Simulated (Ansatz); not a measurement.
# Run report: SnS$_{2}$, geometry relaxation (part 2 of 2)

Continued. System: SnS$_{2}$ (3 atoms in the cell). Method: DFT PBE, scalar-relativistic, plane waves, PAW, no spin polarisation (Ansatz 0.2.0); cutoff 420 eV, 6×6×4 k-mesh, Gaussian smearing of 0.1 eV. The structure derives from an entry of the Crystallography Open Database.

Geometry of the input (Å; fractional positions):
```
3.5983  0.0000  0.0000
-1.7992  3.1162  0.0000
0.0000  0.0000  5.4940
Sn 0.0000  0.0000  0.0000
S  0.6667  0.3333  0.2639
S  0.3333  0.6667  0.7361
```

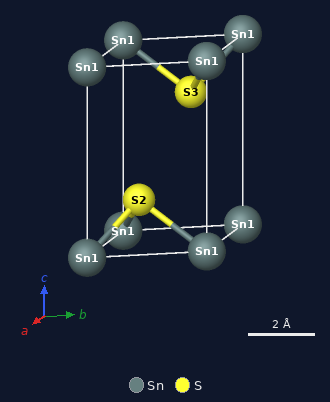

*The geometry at step 3 of the log (ball-and-stick view of the cell of the calculation, seen slightly off an axis; atoms are numbered from 1 in the order of the input).*

**The program's output, continued**
```
relax step   6: F+E_penalty+E_count = -7829.47248413 eV  Δ(F+E_penalty+E_count) = -9.240e-3 eV  max|allowed force component| = 1.285e-2 eV/Å  Δτ_max = 0.0000 Å  P = +0.341 GPa  Ω = 75.734 Å³  stress off target by 5.23e-1 GPa  SCF on the basis re-selected at this cell (its energy is not comparable with the rows above)  (4 SCF iters)
basis re-selected at this cell: Δ(F+E_penalty+E_count) = -9.240e-3 eV, ΔP = +0.090 GPa vs the last step (what re-selecting the basis moved, of the pressure what is left beyond the Pulay correction that the steps carried, after the strain that the cell walked since its last selection, with what the two solves' SCF thresholds leave and, on support functions, any second-order correction that the steps lacked; it is no measure of the basis error at this ecutwfc). The dense FFT grid was sized anew with the basis: this SCF ran on 25×25×45 points, the steps before it on 25×25×40, so part of this shift can come from that change (see relax.cell in the input reference). This SCF's stress stands 5.23e-1 GPa from its target on what of the cell is left free (relax.cell.stress_tol is 5.00e-1 GPa) and its largest allowed force component is 1.29e-2 eV/Å (relax.f_tol is 5.00e-2 eV/Å): not within both, so this SCF does not close the relaxation
Crystal: 3 atoms, lattice volume = 77.722 Å³
Basis set: ecut = 420 eV, 1533 PW (Γ), exchange–correlation on 50×50×90 points (8 copies of the dense FFT grid, shifted against one another)
iter 1 solved again at ethr=5.70e-6 eV; its pass at ethr=3.10e-3 eV (dr2=1.48e-3 eV) is discarded
SCF iter   1: F=—  HF=-7829.476116 eV  |F-HF|=—  |Δ(HF+E_count)|=         —  Δρ=1.64e-3  dr2=1.47e-3  ethr=5.70e-6  ⟨swp⟩=1.8  Hψ=2802  notcnv=0
preconditioner: auto → Resta (q_TF=auto, 2.273 Å⁻¹)  ε∞=2.8  [insulator: Δε(μ)=1.522 eV  Ē_g=15.892 eV  σ=0.100 eV  W_gap=1.00  n_scr=22 (ndim 8)  ℏωp=21.5 eV  f_vac=0.118  D(μ)=0.00/eV (n_scr^D=0)  ε∞_Penn≈2.8]
SCF iter   2: F=—  HF=-7829.475934 eV  |F-HF|=—  |Δ(HF+E_count)|=   1.83e-4  Δρ=8.47e-4  dr2=3.53e-4  ethr=5.67e-6  ⟨swp⟩=2.0  Hψ=543  notcnv=0
SCF iter   3: F=—  HF=-7829.475976 eV  |F-HF|=—  |Δ(HF+E_count)|=   4.19e-5  Δρ=1.27e-4  dr2=1.54e-5  ethr=1.36e-6  ⟨swp⟩=2.8  Hψ=700  notcnv=0
SCF iter   4: F=—  HF=-7829.476029 eV  |F-HF|=—  |Δ(HF+E_count)|=   5.34e-5  Δρ=3.88e-5  dr2=1.93e-6  ethr=5.91e-8  ⟨swp⟩=2.0  Hψ=534  notcnv=0
SCF iter   5: F=-7829.476032 eV  HF=-7829.476031 eV  |F-HF|=2.66e-7  |Δ(HF+E_count)|=   2.41e-6  Δρ=1.14e-5  dr2=1.57e-7  ethr=1.15e-9  ⟨swp⟩=6.8  Hψ=2008  notcnv=0
SCF 7 converged in 5 iterations: F = -7829.476032 eV  dr2 = 1.57e-7
relax step   7: F+E_penalty+E_count = -7829.47603172 eV  Δ(F+E_penalty+E_count) = -3.548e-3 eV  max|allowed force component| = 2.172e-2 eV/Å  Δτ_max = 0.0278 Å  P = +0.031 GPa  Ω = 77.722 Å³  energy of the carried Pulay correction = -4.771e-4 eV  (5 SCF iters, dr2 threshold 3.00e-7 eV, accepted)
Crystal: 3 atoms, lattice volume = 80.011 Å³
Basis set: ecut = 420 eV, 1559 PW (Γ), exchange–correlation on 50×50×90 points (8 copies of the dense FFT grid, shifted against one another)
iter 1 solved again at ethr=8.44e-6 eV; its pass at ethr=3.10e-3 eV (dr2=2.19e-3 eV) is discarded
SCF iter   1: F=—  HF=-7829.477916 eV  |F-HF|=—  |Δ(HF+E_count)|=         —  Δρ=2.05e-3  dr2=2.15e-3  ethr=8.44e-6  ⟨swp⟩=2.0  Hψ=2828  notcnv=0
preconditioner: auto → Resta (q_TF=auto, 2.262 Å⁻¹)  ε∞=2.8  [insulator: Δε(μ)=1.534 eV  Ē_g=15.895 eV  σ=0.100 eV  W_gap=1.00  n_scr=22 (ndim 8)  ℏωp=21.2 eV  f_vac=0.152  D(μ)=0.00/eV (n_scr^D=0)  ε∞_Penn≈2.8]
SCF iter   2: F=—  HF=-7829.477680 eV  |F-HF|=—  |Δ(HF+E_count)|=   2.36e-4  Δρ=1.07e-3  dr2=5.45e-4  ethr=8.28e-6  ⟨swp⟩=2.0  Hψ=538  notcnv=0
SCF iter   3: F=—  HF=-7829.477736 eV  |F-HF|=—  |Δ(HF+E_count)|=   5.63e-5  Δρ=1.46e-4  dr2=2.78e-5  ethr=2.10e-6  ⟨swp⟩=2.7  Hψ=630  notcnv=0
SCF iter   4: F=—  HF=-7829.477778 eV  |F-HF|=—  |Δ(HF+E_count)|=   4.15e-5  Δρ=4.94e-5  dr2=3.11e-6  ethr=1.07e-7  ⟨swp⟩=2.0  Hψ=530  notcnv=0
SCF iter   5: F=—  HF=-7829.477783 eV  |F-HF|=—  |Δ(HF+E_count)|=   5.01e-6  Δρ=1.37e-5  dr2=2.35e-7  ethr=1.20e-8  ⟨swp⟩=2.0  Hψ=577  notcnv=0
SCF iter   6: F=—  HF=-7829.477784 eV  |F-HF|=—  |Δ(HF+E_count)|=   1.66e-6  Δρ=2.84e-6  dr2=8.99e-9  ethr=9.03e-10  ⟨swp⟩=2.4  Hψ=650  notcnv=0
SCF iter   7: F=-7829.477784 eV  HF=-7829.477784 eV  |F-HF|=1.97e-9  |Δ(HF+E_count)|=   3.21e-8  Δρ=7.68e-7  dr2=5.50e-10  ethr=1.15e-11  ⟨swp⟩=5.8  Hψ=1813  notcnv=0
SCF 8 converged in 7 iterations: F = -7829.477784 eV  dr2 = 5.50e-10
relax step   8: F+E_penalty+E_count = -7829.47778437 eV  Δ(F+E_penalty+E_count) = -1.753e-3 eV  max|allowed force component| = 1.327e-2 eV/Å  Δτ_max = 0.0379 Å  P = +0.084 GPa  Ω = 80.011 Å³  energy of the carried Pulay correction = -1.074e-3 eV  (7 SCF iters, accepted)
Crystal: 3 atoms, lattice volume = 81.671 Å³
iter 1 solved again at ethr=3.61e-6 eV; its pass at ethr=3.10e-3 eV (dr2=9.39e-4 eV) is discarded
SCF iter   1: F=—  HF=-7829.477675 eV  |F-HF|=—  |Δ(HF+E_count)|=         —  Δρ=1.32e-3  dr2=9.48e-4  ethr=3.61e-6  ⟨swp⟩=2.0  Hψ=2929  notcnv=0
preconditioner: auto → Resta (q_TF=auto, 2.254 Å⁻¹)  ε∞=2.7  [insulator: Δε(μ)=1.516 eV  Ē_g=15.879 eV  σ=0.100 eV  W_gap=1.00  n_scr=22 (ndim 8)  ℏωp=21.0 eV  f_vac=0.166  D(μ)=0.00/eV (n_scr^D=0)  ε∞_Penn≈2.7]
SCF iter   2: F=—  HF=-7829.477577 eV  |F-HF|=—  |Δ(HF+E_count)|=   9.80e-5  Δρ=6.77e-4  dr2=2.29e-4  ethr=3.61e-6  ⟨swp⟩=2.0  Hψ=529  notcnv=0
SCF iter   3: F=—  HF=-7829.477609 eV  |F-HF|=—  |Δ(HF+E_count)|=   3.16e-5  Δρ=9.54e-5  dr2=8.68e-6  ethr=8.80e-7  ⟨swp⟩=2.6  Hψ=620  notcnv=0
SCF iter   4: F=—  HF=-7829.477629 eV  |F-HF|=—  |Δ(HF+E_count)|=   2.04e-5  Δρ=2.77e-5  dr2=1.17e-6  ethr=3.34e-8  ⟨swp⟩=2.2  Hψ=564  notcnv=0
SCF iter   5: F=—  HF=-7829.477631 eV  |F-HF|=—  |Δ(HF+E_count)|=   2.01e-6  Δρ=9.46e-6  dr2=1.01e-7  ethr=4.50e-9  ⟨swp⟩=2.1  Hψ=577  notcnv=0
SCF iter   6: F=—  HF=-7829.477631 eV  |F-HF|=—  |Δ(HF+E_count)|=   2.10e-7  Δρ=1.57e-6  dr2=3.19e-9  ethr=3.89e-10  ⟨swp⟩=2.0  Hψ=560  notcnv=0
SCF iter   7: F=-7829.477631 eV  HF=-7829.477631 eV  |F-HF|=3.61e-10  |Δ(HF+E_count)|=   1.42e-8  Δρ=2.90e-7  dr2=9.54e-11  ethr=1.15e-11  ⟨swp⟩=5.0  Hψ=1411  notcnv=0
SCF 9 converged in 7 iterations: F = -7829.477631 eV  dr2 = 9.54e-11
relax step   9: F+E_penalty+E_count = -7829.47763130 eV  Δ(F+E_penalty+E_count) = +1.531e-4 eV  max|allowed force component| = 4.644e-2 eV/Å  Δτ_max = 0.0204 Å  P = -0.114 GPa  Ω = 81.671 Å³  energy of the carried Pulay correction = -1.539e-3 eV  (7 SCF iters, accepted)
Basis set: ecut = 420 eV, 1559 PW (Γ), exchange–correlation on 50×50×96 points (8 copies of the dense FFT grid, shifted against one another)
iter 1 solved again at ethr=3.21e-7 eV; its pass at ethr=3.10e-3 eV (dr2=8.35e-5 eV) is discarded
SCF iter   1: F=—  HF=-7829.479503 eV  |F-HF|=—  |Δ(HF+E_count)|=         —  Δρ=7.78e-5  dr2=6.71e-7  ethr=3.21e-7  ⟨swp⟩=3.1  Hψ=3358  notcnv=0
preconditioner: auto → Resta (q_TF=auto, 2.254 Å⁻¹)  ε∞=2.7  [insulator: Δε(μ)=1.521 eV  Ē_g=15.887 eV  σ=0.100 eV  W_gap=1.00  n_scr=22 (ndim 8)  ℏωp=21.0 eV  f_vac=0.165  D(μ)=0.00/eV (n_scr^D=0)  ε∞_Penn≈2.7]
SCF iter   2: F=—  HF=-7829.479463 eV  |F-HF|=—  |Δ(HF+E_count)|=   3.95e-5  Δρ=3.93e-5  dr2=1.78e-7  ethr=2.58e-9  ⟨swp⟩=2.0  Hψ=712  notcnv=0
SCF iter   3: F=—  HF=-7829.479465 eV  |F-HF|=—  |Δ(HF+E_count)|=   1.44e-6  Δρ=8.46e-6  dr2=1.11e-8  ethr=6.83e-10  ⟨swp⟩=2.0  Hψ=600  notcnv=0
SCF iter   4: F=-7829.479465 eV  HF=-7829.479465 eV  |F-HF|=6.10e-10  |Δ(HF+E_count)|=   6.18e-8  Δρ=8.78e-7  dr2=9.19e-10  ethr=1.15e-11  ⟨swp⟩=6.7  Hψ=1962  notcnv=0
SCF 10 converged in 4 iterations: F = -7829.479465 eV  dr2 = 9.19e-10
relax step  10: F+E_penalty+E_count = -7829.47946489 eV  Δ(F+E_penalty+E_count) = -1.834e-3 eV  max|allowed force component| = 4.769e-2 eV/Å  Δτ_max = 0.0000 Å  P = -0.121 GPa  Ω = 81.671 Å³  stress off target by 2.42e-1 GPa  SCF on the basis re-selected at this cell (its energy is not comparable with the rows above)  (4 SCF iters)
basis re-selected at this cell: Δ(F+E_penalty+E_count) = -1.834e-3 eV, ΔP = -0.007 GPa vs the last step (what re-selecting the basis moved, of the pressure what is left beyond the Pulay correction that the steps carried, after the strain that the cell walked since its last selection, with what the two solves' SCF thresholds leave and, on support functions, any second-order correction that the steps lacked; it is no measure of the basis error at this ecutwfc). The dense FFT grid was sized anew with the basis: this SCF ran on 25×25×48 points, the steps before it on 25×25×45, so part of this shift can come from that change (see relax.cell in the input reference). This SCF's stress stands 2.42e-1 GPa from its target on what of the cell is left free (relax.cell.stress_tol is 5.00e-1 GPa) and its largest allowed force component is 4.77e-2 eV/Å (relax.f_tol is 5.00e-2 eV/Å): within both
SCF converged after 4 iterations
Free energy (F): -7829.479465 eV
Harris-Foulkes:  -7829.479465 eV  (|F-HF|=6.10e-10)
Internal energy: -7829.479465 eV  (E = F + TS)
E sigma→0 (E₀):  -7829.479465 eV
Fermi energy:    4.885281 eV
--- Per-component energies (eV) ---
  E_band       = -174.415327
  E_kinetic    = 398.996188
  E_local      = -2134.808443  (includes V_loc(G=0)·N_el)
  E_nonlocal   = 26.828489
  E_hartree    = 1088.558021
  E_xc         = -574.007024
  E_vxc        = -267.769761  (∫ρ·V_xc dr)
  E_paw        = -5343.102436  (= ΣΔE_a)
  E_vpaw       = -374.776628  (= ΣTr[D̂ρ^β])
  E_aug_tail   = 0.000003  (compensation charges beyond the density's cutoff)
  E_ewald      = -1291.944262
  E_smearing   = -0.000000  (= −TS)
  E_closure    = -0.000000  (closes the sum)
  Σ components = -7829.479465   (vs F -7829.479465, Δ=0.00e0)
--- Forces (eV/Å), atoms counted from 1 ---
  atom   1  Sn     0.00000000     0.00000000     0.00000000
  atom   2  S      0.00000000     0.00000000    -0.04769343
  atom   3  S     -0.00000000    -0.00000000     0.04769343
  max |Σ_I F_I| component: 1.85e-17 eV/Å
--- Stress (GPa, compression-positive) ---
       -0.060574      -0.000000      -0.000000
       -0.000000      -0.060574       0.000000
       -0.000000       0.000000      -0.241981
  P = ⅓ Tr σ = -0.1210 GPa (-1.210 kbar)
--- Band table (eV; the first three rows and the last of 24) ---
  k-point 0: bands = ["-16.6281", "-16.6281", "-16.5930", "-16.5700", "-16.5700", "-9.1349", "-7.4110", "-0.8363", "3.6509", "3.6509", "3.7263", "4.0027", "4.0027", "6.1469", "7.9063", "9.5292", "9.5292"]
  k-point 1: bands = ["-16.6281", "-16.6281", "-16.5930", "-16.5700", "-16.5700", "-9.1228", "-7.4391", "-0.7123", "3.3535", "3.6451", "3.6451", "4.0115", "4.0115", "6.4684", "7.9066", "9.5069", "9.5069"]
  k-point 2: bands = ["-16.6281", "-16.6281", "-16.5930", "-16.5700", "-16.5700", "-9.1104", "-7.4674", "-0.5762", "3.0229", "3.6395", "3.6395", "4.0200", "4.0200", "6.7383", "7.9046", "9.4850", "9.4850"]
  k-point 23: bands = ["-16.6463", "-16.6463", "-16.5697", "-16.5697", "-16.5492", "-6.9037", "-6.9037", "-2.6654", "0.6460", "0.6460", "1.0779", "3.6582", "3.6582", "6.8727", "9.9300", "9.9300", "11.4421"]
--- Relaxed structure (8 steps of the walk, 8 accepted, 2 SCFs on fresh bases) ---
  F+E_penalty+E_count = -7829.47946489 eV   max|allowed force component| = 4.769e-2 eV/Å   (the final SCF, on the basis selected at the relaxed cell)
  cell:  # Å, volume = 81.6710 Å³
    - [3.702947910467259, -2.970700832550418e-11, 6.479686799058363e-17]
    - [-1.8514739552079023, 3.206846959370005, 3.0009378170255256e-28]
    - [9.893392961070829e-17, 5.711953089220075e-17, 6.877681734940748]
  atoms:
    - { symbol: Sn, position: [-3.864479082270212e-34, -4.963586433355573e-34, -4.2099829534687705e-19] }
    - { symbol: S, position: [0.6666666666666665, 0.3333333333333332, 0.21548131257884426] }
    - { symbol: S, position: [0.33333333333333326, 0.6666666666666665, 0.7845186874211559] }
```

**Trajectory as extended XYZ (Å, eV, eV/Å), 10 frames, from step=1 to step=10**
```
3
Lattice="3.5983 0.0000 0.0000 -1.7992 3.1162 0.0000 0.0000 0.0000 5.4940" Properties=species:S:1:pos:R:3:forces:R:3 step=1 energy=-7829.21915 pressure_GPa=9.24
Sn    0.0000    0.0000    0.0000    0.0000   0.0000   0.0000
S     1.7992    1.0387    1.4499    0.0000   0.0000   0.4487
S     0.0000    2.0775    4.0441    0.0000   0.0000  -0.4487
3
Lattice="3.7459 0.0000 0.0000 -1.8730 3.2440 0.0000 0.0000 0.0000 5.7614" Properties=species:S:1:pos:R:3:forces:R:3 step=2 energy=-7829.41600 pressure_GPa=0.36
Sn    0.0000    0.0000    0.0000    0.0000   0.0000   0.0000
S     1.8730    1.0813    1.4505    0.0000   0.0000   0.0106
S     0.0000    2.1627    4.3109    0.0000   0.0000  -0.0106
3
Lattice="3.7287 0.0000 0.0000 -1.8643 3.2291 0.0000 0.0000 0.0000 5.9417" Properties=species:S:1:pos:R:3:forces:R:3 step=3 energy=-7829.44057 pressure_GPa=0.31
Sn    0.0000    0.0000    0.0000    0.0000   0.0000   0.0000
S     1.8643    1.0764    1.4607    0.0000   0.0000   0.0070
S     0.0000    2.1528    4.4810    0.0000   0.0000  -0.0070
3
Lattice="3.7064 0.0000 0.0000 -1.8532 3.2098 0.0000 0.0000 0.0000 6.2093" Properties=species:S:1:pos:R:3:forces:R:3 step=4 energy=-7829.45939 pressure_GPa=0.41
Sn    0.0000    0.0000    0.0000    0.0000   0.0000   0.0000
S     1.8532    1.0699    1.4716    0.0000   0.0000   0.0146
S     0.0000    2.1399    4.7378    0.0000   0.0000  -0.0146
3
Lattice="3.7034 0.0000 0.0000 -1.8517 3.2073 0.0000 0.0000 0.0000 6.3760" Properties=species:S:1:pos:R:3:forces:R:3 step=5 energy=-7829.46324 pressure_GPa=0.25
Sn    0.0000    0.0000    0.0000    0.0000   0.0000   0.0000
S     1.8517    1.0691    1.4739    0.0000   0.0000   0.0182
S     0.0000    2.1382    4.9021    0.0000   0.0000  -0.0182
3
Lattice="3.7034 0.0000 0.0000 -1.8517 3.2073 0.0000 0.0000 0.0000 6.3760" Properties=species:S:1:pos:R:3:forces:R:3 step=6 energy=-7829.47248 pressure_GPa=0.34
Sn    0.0000    0.0000    0.0000    0.0000   0.0000   0.0000
S     1.8517    1.0691    1.4739    0.0000   0.0000   0.0129
S     0.0000    2.1382    4.9021    0.0000   0.0000  -0.0129
3
Lattice="3.7061 0.0000 0.0000 -1.8530 3.2095 0.0000 0.0000 0.0000 6.5341" Properties=species:S:1:pos:R:3:forces:R:3 step=7 energy=-7829.47603 pressure_GPa=0.03
Sn    0.0000    0.0000    0.0000    0.0000   0.0000   0.0000
S     1.8530    1.0698    1.4774    0.0000   0.0000  -0.0217
S     0.0000    2.1397    5.0568    0.0000   0.0000   0.0217
3
Lattice="3.7055 0.0000 0.0000 -1.8528 3.2091 0.0000 0.0000 0.0000 6.7285" Properties=species:S:1:pos:R:3:forces:R:3 step=8 energy=-7829.47778 pressure_GPa=0.08
Sn    0.0000    0.0000    0.0000    0.0000   0.0000   0.0000
S     1.8528    1.0697    1.4749    0.0000   0.0000   0.0133
S     0.0000    2.1394    5.2536    0.0000   0.0000  -0.0133
3
Lattice="3.7029 0.0000 0.0000 -1.8515 3.2068 0.0000 0.0000 0.0000 6.8777" Properties=species:S:1:pos:R:3:forces:R:3 step=9 energy=-7829.47763 pressure_GPa=-0.11
Sn    0.0000    0.0000    0.0000    0.0000   0.0000   0.0000
S     1.8515    1.0689    1.4820    0.0000   0.0000  -0.0464
S     0.0000    2.1379    5.3957    0.0000   0.0000   0.0464
3
Lattice="3.7029 0.0000 0.0000 -1.8515 3.2068 0.0000 0.0000 0.0000 6.8777" Properties=species:S:1:pos:R:3:forces:R:3 step=10 energy=-7829.47947 pressure_GPa=-0.12
Sn    0.0000    0.0000    0.0000    0.0000   0.0000   0.0000
S     1.8515    1.0689    1.4820    0.0000   0.0000  -0.0477
S     0.0000    2.1379    5.3957    0.0000   0.0000   0.0477
```

**Summary**

- outcome: converged
- space group (tolerance 0.01 Å): P-3m1 (164)
- electrons treated: 26
- free energy: −7829.4795 eV
- Fermi energy: 4.885 eV
- gap on the k-point mesh: 1.52 eV
- pressure: −0.12 GPa
- final volume: 81.67 Å³
- largest force (length of the vector) at the end: 0.048 eV/Å
- final cell: a = 3.703 Å, b = 3.703 Å, c = 6.878 Å, α = 90.00°, β = 90.00°, γ = 120.00°
- hardware: 1 thread of Intel Xeon @ 2.50GHz (Skylake/Cascade Lake), 189 GiB of memory available, shared host
- wall time: 44 s
- peak memory: 0.38 GiB
